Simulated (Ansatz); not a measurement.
**Si19Mo9 (cell with a defect): density, localisation and related maps**

Input file:

```
crystal:
  lattice:
    - [0.0, 0.0, -7.8730199709]
    - [4.8252710687, 4.8252710687, -3.9365099855]
    - [4.8252710687, -4.8252710687, -3.9365099855]
  atoms:
    - { symbol: Si, position: [0.3315675294, 0.0, 0.6666666667] }
    - { symbol: Si, position: [0.998234196, 0.0, 0.3333333333] }
    - { symbol: Si, position: [0.3315675294, 0.3333333333, 0.3333333333] }
    - { symbol: Si, position: [0.6649008627, 0.3333333333, 0.6666666667] }
    - { symbol: Si, position: [0.998234196, 0.6666666667, 0.6666666667] }
    - { symbol: Si, position: [0.6649008627, 0.0, 1.0] }
    - { symbol: Si, position: [0.998234196, 0.3333333333, 1.0] }
    - { symbol: Si, position: [0.3315675294, 0.6666666667, 1.0] }
    - { symbol: Si, position: [0.6649008627, 0.6666666667, 0.3333333333] }
    - { symbol: Si, position: [0.001765804, 0.0, 0.6666666667] }
    - { symbol: Si, position: [0.6684324706, 0.0, 0.3333333333] }
    - { symbol: Si, position: [0.001765804, 0.3333333333, 0.3333333333] }
    - { symbol: Si, position: [0.3350991373, 0.3333333333, 0.6666666667] }
    - { symbol: Si, position: [0.6684324706, 0.6666666667, 0.6666666667] }
    - { symbol: Si, position: [0.3350991373, 0.0, 1.0] }
    - { symbol: Si, position: [0.6684324706, 0.3333333333, 1.0] }
    - { symbol: Si, position: [0.001765804, 0.6666666667, 1.0] }
    - { symbol: Si, position: [0.3350991373, 0.6666666667, 0.3333333333] }
    - { symbol: Mo, position: [0.0, 0.3333333333, 0.6666666667] }
    - { symbol: Mo, position: [0.6666666667, 0.3333333333, 0.3333333333] }
    - { symbol: Mo, position: [0.0, 0.6666666667, 0.3333333333] }
    - { symbol: Mo, position: [0.3333333333, 0.6666666667, 0.6666666667] }
    - { symbol: Mo, position: [0.6666666667, 0.0, 0.6666666667] }
    - { symbol: Mo, position: [0.3333333333, 0.3333333333, 1.0] }
    - { symbol: Mo, position: [0.6666666667, 0.6666666667, 1.0] }
    - { symbol: Mo, position: [1.0, 0.0, 1.0] }
    - { symbol: Mo, position: [0.3333333333, 0.0, 0.3333333333] }
    - { symbol: Si, position: [0.5833333333, 0.1666666667, 0.1666666667] }
basis:
  ecutwfc: 420
  xc_grid: 2
kpoints:
  mp_grid: { grid: [4, 4, 4], shift: [0.0, 0.0, 0.0] }
hamiltonian:
  xc: pbe
scf:
  occupations: { method: gaussian, width: 0.1 }
output:
  forces: true
  stress: false
  eigenvalues: true
  write_density: true
  write_potential: true
  elf: true
  volumetric_format: npy
relax:
  adjacent_minimum: "off"
  f_tol: 0.025
  max_steps: 45
```

Command:

```sh
ansatz run input.yaml --threads 4 --pin off --max-ram 10240MiB --backend cpu --events-out ev --progress --plain --runs-dir out
```

The fields are those of the relaxed geometry.

Computed without spin polarisation.

Level of theory: DFT PBE, scalar-relativistic, plane waves, PAW in Ansatz.

Core electrons are frozen (PAW), and the valence fields are smoothed inside the atomic spheres.

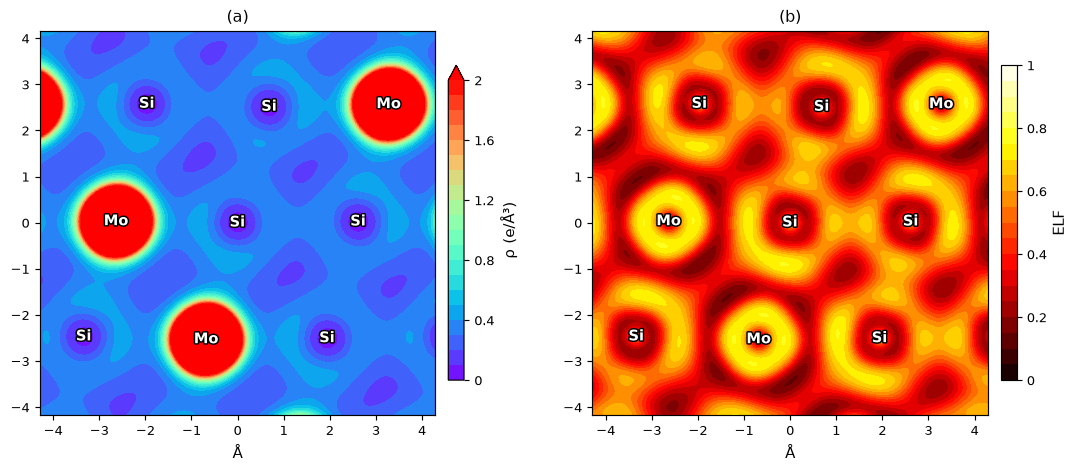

Figure 1. (a) valence electron density; (b) ELF on the (111) plane of the calculation cell.

**What do the fields say about this system?**

The section cuts through Si and Mo sites.
Si–Mo (2.62 Å): ρ at the midpoint is about 0.4 e/Å³; the ELF peaks at about 0.75 in the valence shell of Si, 0.9 Å from its nucleus, and is about 0.45 at the midpoint.

Between the atoms the lowest density in this plane is 0.18 e/Å³.
The features right at Mo lie inside the PAW spheres, where the map follows smoothed inner orbitals and isn't to be read closely.

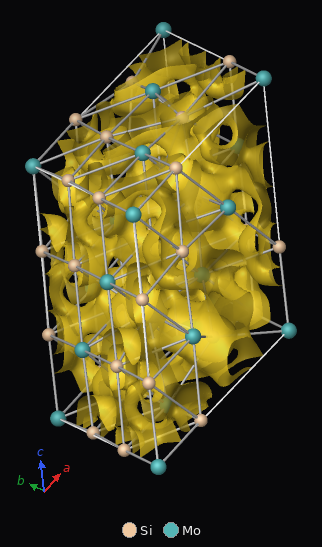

Figure 2. Isosurface of the electron localisation function at 0.55 (yellow), seen slightly off an axis. Only the valence region is drawn (cores and ρ < 0.01 e/Å³ removed). Sticks mark near contacts.

**Identify the bonds, lone pairs and shells in this picture.**

The surface consists of sheets that run through the cell in two directions, counted in one cell of 28 atoms. Regions shared between cells count once. Profiles from the grid: Si–Si (2.17 Å): the ELF peaks at about 0.85 between the atoms. Si–Mo (2.38 Å): the ELF peaks at about 0.70 in the valence shell of Si, 0.8 Å from its nucleus, and is about 0.40 at the midpoint.

**Metal or insulator at this level of theory?**

It is metallic or semimetallic at this level of theory: no gap opens.
